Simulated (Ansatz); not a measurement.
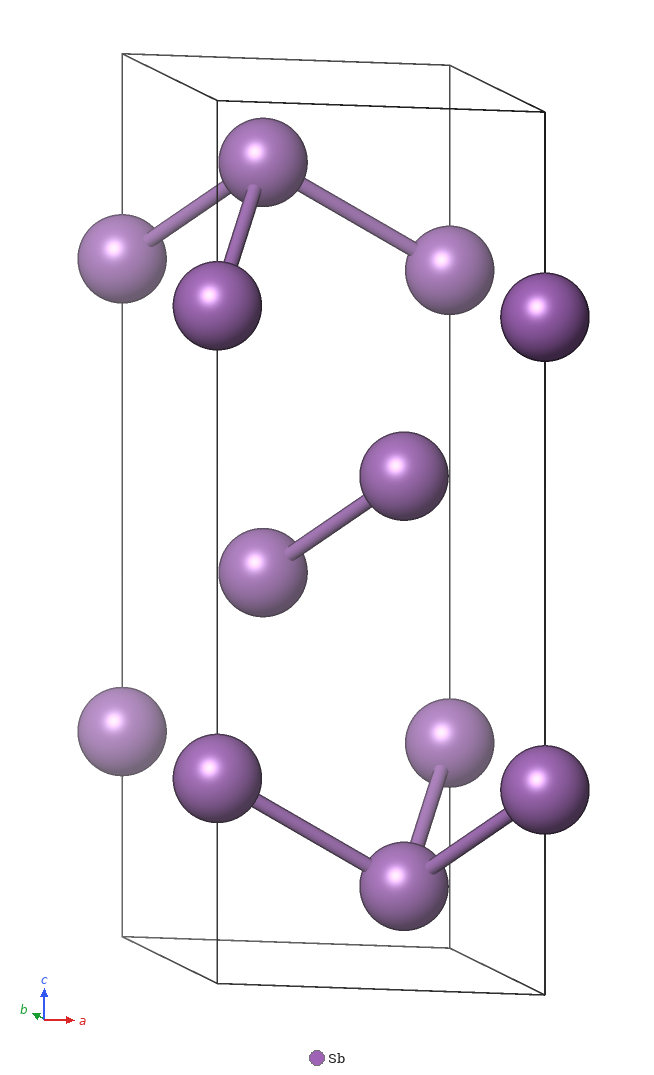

Ball-and-stick representation of a periodic structure, projected slightly off an axis. The conventional unit cell is outlined; an atom on or near a face, edge or corner is repeated at each equivalent position.

Sb, space group R-3m (No. 166), a = 4.38 Å, b = 4.38 Å, c = 11.59 Å, α = 90.00°, β = 90.00°, γ = 120.00°.

Theory: Ansatz, DFT PBE, spin-orbit coupling, plane waves, PAW. Numerical settings: a cutoff energy of 420 eV, k-points about 0.15 Å⁻¹ apart, Gaussian smearing of 0.05 eV, no moments seeded, so the run stays non-magnetic, spinor wavefunctions.

> Does it come out as a metal, or with a gap?

A metal: bands cross the Fermi level.

> What is the pressure at this volume?

The computed pressure is 0.0 GPa, close to zero.

The cell started as a structure type known for this element. Earlier steps of the study may have refined or changed the cell and positions. A calculation with Ansatz used it as input.
